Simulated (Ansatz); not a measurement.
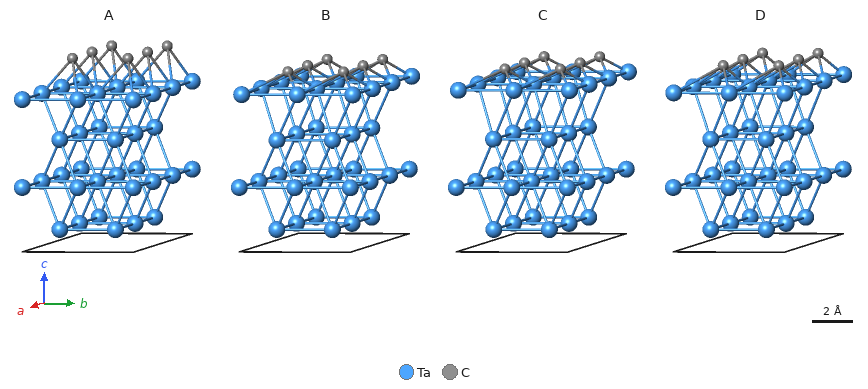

4 geometries from one constrained relaxation of a slab of composition Ta₄C (cut from the Im-3m phase), in shuffled order. A ball-and-stick model of the 3 × 2 repeat of the cell, outlined in the plane, without the vacuum, seen slightly off an axis.

Case: C put at a hollow Ta-Ta-Ta site. The slab is the (1 1 0) face of Ta with C on it. 2 atoms are held fixed.

Level of theory: DFT PBEsol, scalar-relativistic, plane waves, PAW (Ansatz 0.2.0). Set-up: plane-wave cutoff 420 eV; k-point mesh 11 × 11 × 1; occupations gaussian; smearing width 0.1 eV; no spin polarisation; dipole correction; atoms relaxed in a fixed cell; force threshold 0.03 eV/Å; at most 70 steps.

> Put them in the order of the run, from the start to the converged end.

A, D, C, B. They are steps 0, 2, 3, 6, at +2.473 eV per cell of the calculation, +0.410 eV per cell of the calculation, +91.4 meV per cell of the calculation relative to the last. Over 6 geometry steps the energy falls by 2.473 eV per cell of the calculation. Largest force component: 3.5 eV/Å at the start, 0.021 eV/Å at the end. The C atom moves most: 0.69 Å at 8° to the normal (−c side). By element the largest moves are C 0.69 Å, Ta 0.29 Å. The lattice vectors keep their values. Near-neighbour distances that change, for instance: C–Ta 2.641 → 1.987 Å, C–Ta 3.640 → 3.017 Å, C–Ta 2.465 → 2.043 Å, Ta–Ta 3.210 → 3.508 Å. Bond angles that change, for instance: Ta–C–Ta 76.8° → 111.3°, Ta–C–Ta 67.5° → 89.6°.

Limits of the set-up: the periodic images lie only 2.8 Å apart, so the values are limited by the cell's size.
